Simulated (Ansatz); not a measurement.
## Geometry relaxation, with input and output: Rh (part 1 of 2)

The run: geometry relaxation of Rh (Fm-3m, 1 atom in the cell). Method and program: DFT, PBE, plane waves, PAW, spin-polarised (Ansatz 0.2.0).

The structure was built on a prototype by a generator; it need not be a known phase. Figures and captions count atoms from 1; the log counts them from 0 in places.

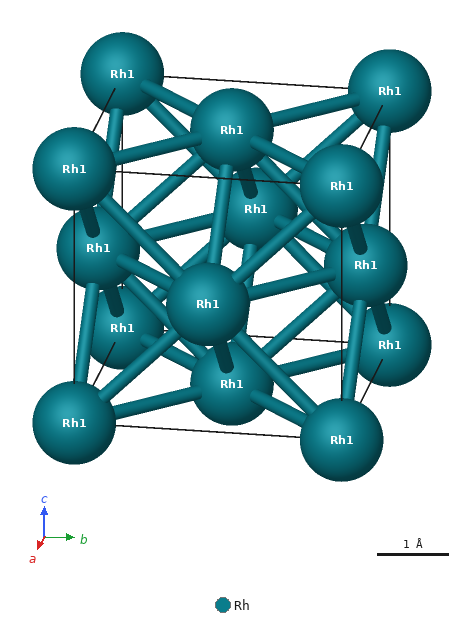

The input geometry (ball-and-stick view of the cell 4 times as large as that of the calculation, set on its symmetry axes, seen at an oblique angle; atoms are numbered from 1 in the order of the input).

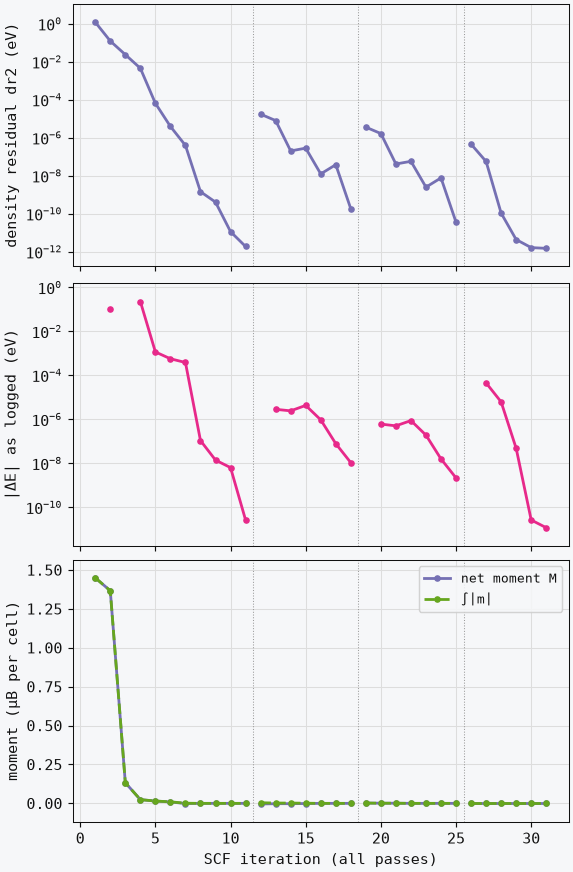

Convergence of the self-consistent field: density residual dr2, size of the energy change and magnetic moment against the SCF iteration. The dotted lines part the SCF passes of the relaxation: geometry steps, rejected trials and re-solves on a re-selected basis. The passes take 11, 7, 7 and 6 iterations. The net moment goes from 1.4 to 0.0 μB per cell, and ∫|m| falls to zero.

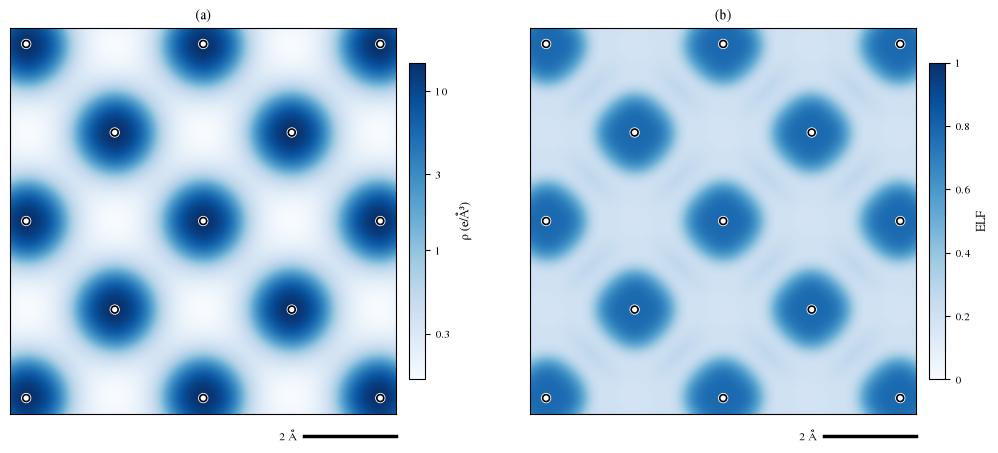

(a) valence charge density (pseudo); (b) electron localisation function on the (010) plane of the conventional cell. Circles mark the nuclei in the plane (Rh). The section cuts through Rh sites. Rh–Rh (2.71 Å): ρ at the midpoint is about 0.35 e/Å³; the ELF is about 0.25 at the midpoint; no shared electron pair. Away from the nuclei the density in this plane falls to 0.15 e/Å³ at its lowest. The strong features right at Rh lie inside the PAW spheres (semicore, d or f shells) and say nothing about bonding. Core electrons are frozen (PAW), so the fields are smoothed inside the atomic spheres.

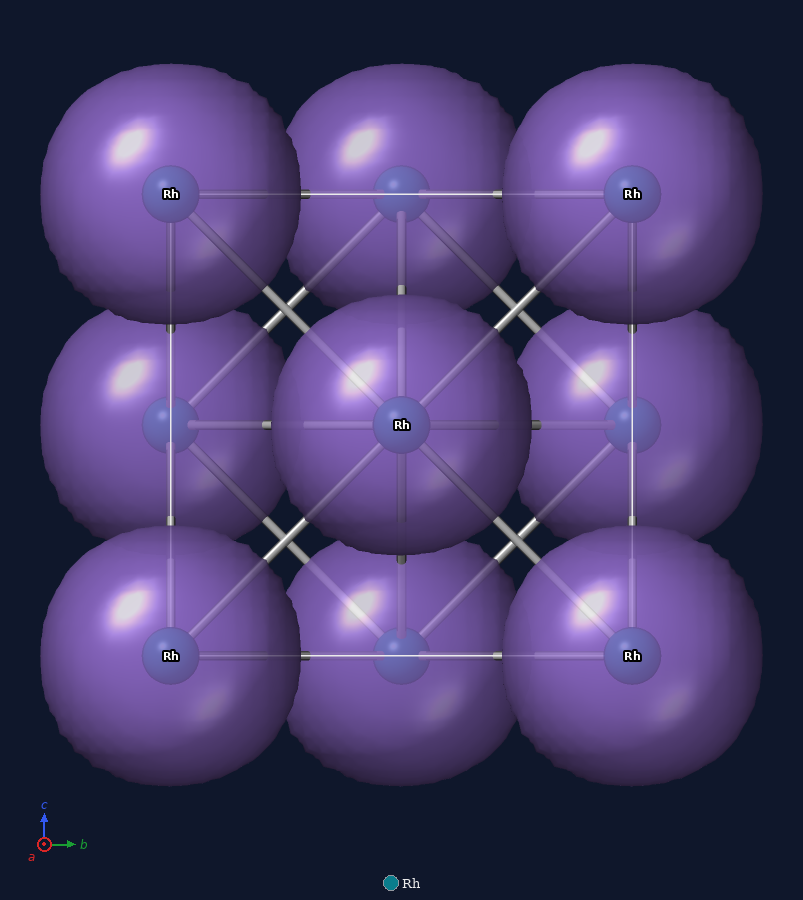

Isosurface of the valence electron density at 0.5 e/Å³ (purple), seen along the a axis. Sticks mark near contacts. The outline is the cell set on symmetry axes. At this value the density breaks into separate islands; it holds about 85 % of the electrons treated as valence (semicore included). It is pinched off along the Rh–Rh (2.71 Å) contacts. On the grid the lowest density along these lines, outside the cores, is 0.35 e/Å³ (Rh–Rh, 2.71 Å).

These pictures come from the run below.

## Input file
```yaml
crystal:
  lattice:
    - [0.0, 1.9152057761, 1.9152057761]
    - [1.9152057761, 0.0, 1.9152057761]
    - [1.9152057761, 1.9152057761, 0.0]
  atoms:
    - { symbol: Rh, position: [0.0, 0.0, 0.0], spin: 3.0 }
kpoints:
  mp_grid: { grid: [19, 19, 19] }
scf:
  occupations: { method: fermi_dirac, width: 0.1 }
hamiltonian:
  xc: pbe
  pseudopotentials: { kind: paw }
output:
  forces: true
  stress: true
  write_density: true
  write_potential: true
  elf: true
  volumetric_format: npy
relax:
  f_tol: 0.005
  max_steps: 40
  cell: {}
magnetization:
  spin_polarized: true
```

Launched with:
```bash
ansatz run input.yaml --threads 3 --pin off --max-ram 8192MiB --backend cpu --events-out ev --progress --plain --runs-dir out
```

## Output
```
Engine: ansatz 0.2.0, x86_64-unknown-linux-gnu
Pseudopotentials: kind: paw
Pseudopotential: Rh, paw, valence charge 17, recommended cutoff 420 eV (normal), Rh.paw.azcp
Functional definition: PBE
  parameter kappa = 0.804
  parameter beta = 0.06672455060314922
  exchange = pbe_x(kappa = kappa, mu = beta*pi^2/3)
  correlation = pbe_c(beta = beta)
Crystal: 1 atoms, lattice volume = 14.050 Å³
Basis set: ecut = 420 eV, 283 PW (Γ), exchange–correlation on 40×40×40 points (8 copies of the dense FFT grid, shifted against one another)
Bands: 14, of which v1, the nominal top of the filled ones, is band 9 counted from 1 (8 counted from 0)
Symmetry: 48 space group operations
Space group: Fm-3m (ITA 225), of the structure as read, at distance tolerance 2.4e-5 Å
Magnetic group: BNS 225.116 (UNI 1618), of the structure as read, at distance tolerance 2.4e-5 Å
k-points: 220 of 6859
Non-local potential: Rh, projectors of the file, l = 0: 3, l = 1: 2, l = 2: 2, l = 3: 1
PAW form: soft (Blöchl's): semilocal exchange-correlation on the pseudo side does not see the compensation charge
PAW one-centre angular grid: Rh, 590 points (default); XC on 64 Gauss nodes
Initial density: superposition of atomic densities (chi_scale 0.1, normalization cell)
Starting moments: Σ|m| = 3 μB on 1 of 1 site
Initial wavefunctions: pseudopotential atomic-orbital guess
Functional: x = pbe(κ = 0.804, μ = 0.2195149727645171), c = pbe(β = 0.06672455060314922)
SCF iter   1: F=—  HF=-6402.308070 eV  |F-HF|=—  |Δ(HF+E_count)|=         —  Δρ=8.27e-2 (↑8.27e-2 ↓6.47e-2)  dr2=1.21e0  dr2_m=4.28e-1  M=1.450 μB ∫|m|=1.450 μB  β_m=0.30  ethr=3.10e-3  ⟨swp⟩=5.1  Hψ=33032  notcnv=0
Mixer restart at iter 1: flushing history
preconditioner: auto → none  [metal: Δε(μ)=0.008 eV  Ē_g=15.848 eV  σ=0.100 eV  W_gap=0.02  n_scr=0 (ndim 8)  ℏωp=29.7 eV  f_vac=0.000  D(μ)=1.09/eV (n_scr^D=14)]
SCF iter   2: F=—  HF=-6402.202796 eV  |F-HF|=—  |Δ(HF+E_count)|=   1.05e-1  Δρ=4.77e-2 (↑4.77e-2 ↓4.38e-2)  dr2=1.23e-1  dr2_m=2.36e-1  M=1.367 μB ∫|m|=1.367 μB  β_m=0.41  ethr=3.10e-3  ⟨swp⟩=2.7  Hψ=13509  notcnv=0  defer=196
SCF iter   3: F=—  HF=-6403.139979 eV  |F-HF|=—  |Δ(HF+E_count)|=         —  Δρ=1.01e-1 (↑1.01e-1 ↓9.70e-2)  dr2=2.37e-2  dr2_m=1.23e0  M=0.133 μB ∫|m|=0.133 μB  β_m=1.00  ethr=7.25e-4  ⟨swp⟩=2.0  Hψ=9556  notcnv=0  defer=196
Mixer restart at iter 3: flushing history
SCF iter   4: F=—  HF=-6402.912246 eV  |F-HF|=—  |Δ(HF+E_count)|=   2.28e-1  Δρ=5.84e-3 (↑4.47e-3 ↓5.84e-3)  dr2=4.54e-3  dr2_m=2.26e-3  M=0.024 μB ∫|m|=0.024 μB  β_m=0.41  ethr=2.94e-4  ⟨swp⟩=2.4  Hψ=12180  notcnv=0  defer=211
SCF iter   5: F=—  HF=-6402.911084 eV  |F-HF|=—  |Δ(HF+E_count)|=   1.16e-3  Δρ=3.03e-3 (↑3.03e-3 ↓2.73e-3)  dr2=6.50e-5  dr2_m=1.05e-3  M=0.015 μB ∫|m|=0.015 μB  β_m=0.44  ethr=2.67e-5  ⟨swp⟩=2.6  Hψ=9748  notcnv=0  defer=196
SCF iter   6: F=—  HF=-6402.911652 eV  |F-HF|=—  |Δ(HF+E_count)|=   5.68e-4  Δρ=1.87e-3 (↑1.87e-3 ↓1.81e-3)  dr2=3.93e-6  dr2_m=4.33e-4  M=0.009 μB ∫|m|=0.010 μB  β_m=0.72  ethr=3.83e-7  ⟨swp⟩=2.4  Hψ=9948  notcnv=0  defer=196
SCF iter   7: F=—  HF=-6402.912035 eV  |F-HF|=—  |Δ(HF+E_count)|=   3.84e-4  Δρ=1.06e-4 (↑3.97e-5 ↓1.06e-4)  dr2=3.94e-7  dr2_m=5.40e-7  M=-0.001 μB ∫|m|=0.001 μB  β_m=0.86  ethr=2.31e-8  ⟨swp⟩=2.0  Hψ=10251  notcnv=0  defer=196
SCF iter   8: F=—  HF=-6402.912035 eV  |F-HF|=—  |Δ(HF+E_count)|=   1.08e-7  Δρ=3.12e-5 (↑3.12e-5 ↓2.90e-5)  dr2=1.45e-9  dr2_m=1.15e-7  M=-0.000 μB ∫|m|=0.000 μB  β_m=0.93  ethr=2.32e-9  ⟨swp⟩=2.3  Hψ=8582  notcnv=0  defer=196
SCF iter   9: F=—  HF=-6402.912035 eV  |F-HF|=—  |Δ(HF+E_count)|=   1.40e-8  Δρ=7.51e-6 (↑5.86e-6 ↓7.51e-6)  dr2=4.09e-10  dr2_m=5.69e-9  M=-0.000 μB ∫|m|=0.000 μB  β_m=0.97  ethr=8.52e-12  ⟨swp⟩=2.2  Hψ=10581  notcnv=0  defer=196
SCF iter  10: F=—  HF=-6402.912035 eV  |F-HF|=—  |Δ(HF+E_count)|=   6.36e-9  Δρ=5.13e-7 (↑5.13e-7 ↓3.15e-7)  dr2=1.14e-11  dr2_m=1.86e-11  M=0.000 μB ∫|m|=0.000 μB  β_m=0.98  ethr=2.41e-12  ⟨swp⟩=2.0  Hψ=10171  notcnv=0  defer=196
SCF iter  11: F=-6402.912035 eV  HF=-6402.912035 eV  |F-HF|=3.64e-12  |Δ(HF+E_count)|=  2.64e-11  Δρ=1.14e-7 (↑2.47e-8 ↓1.14e-7)  dr2=1.89e-12  dr2_m=4.10e-13  M=-0.000 μB ∫|m|=0.000 μB  ethr=1.00e-12  ⟨swp⟩=3.5  Hψ=22539  notcnv=0
WARN: the starting moments were not kept: the SCF closed with an absolute magnetisation of 1.1e-6 μB, where they sum to 3 μB in size (1 site). That is at most 0.1 of that sum. Measured as dr2_m measures the in/out step, that magnetisation stands 8.8e-13 eV from none, at or under the dr2_threshold of 1.0e-7 eV: it is no larger than a step whose dr2_m would equal this threshold. The system may hold no moment; this SCF shows only that its start led to no more than that. To try another start: raise the starting moments (crystal.atoms[].spin, magnetization.per_species, magnetization.initial_magnetization, or on a non-collinear deck that types none of these the spinor_matrix: blocks that start its atoms; where the total moment is fixed, keep their sum and leave initial_magnetization as it is; typed ones take the place of any that the run laid by itself, positive ones on a crystal's lanthanoids without a Hubbard term where scf.initial_density.shell_occupations: [] is typed) or, if the notice of its spin-set hold's release reads "site moments contracting" or "site moments show no strong build", lengthen the hold (scf.mixing.spin_hold: { on: { confirm: 4 } }; for m-r²SCAN on two components see the key's manual first). Each may lead to a state that holds a moment. A second SCF, from the converged charge density, with the starting moments and any scf.initial_density.shell_occupations laid on it anew, would have followed, and was not run: the deck does not ask for one (magnetization.retry_lost_moments is false, the default). To let it run, set magnetization.retry_lost_moments: true and run the deck again, where that key's refused combinations let it; where memory then withholds it, that run's warning says so.
SCF 1 converged in 11 iterations: F = -6402.912035 eV  dr2 = 1.89e-12
  greatest PAW one-centre occupation: 1.000 electrons in one spin orbital (limit 2), on the Rh atom at site 0 (counted from 0), in its partial waves of l = 0
relax step   1: F+E_penalty+E_count = -6402.91203524 eV  Δ(F+E_penalty+E_count) = +0.000e0 eV  max|allowed force component| = 0.000e0 eV/Å  Δτ_max = 0.0000 Å  P = +0.306 GPa  Ω = 14.050 Å³  (11 SCF iters, accepted)
Crystal: 1 atoms, lattice volume = 14.081 Å³
Initial density: handed on by an earlier stage of this run
Starting moments: Σ|m| = 3 μB on 1 of 1 site; this step starts from the density that it was given
Initial wavefunctions: those handed on with the density
iter 1 solved again at ethr=1.02e-7 eV; its pass at ethr=3.10e-3 eV (dr2=1.74e-5 eV) is discarded
```
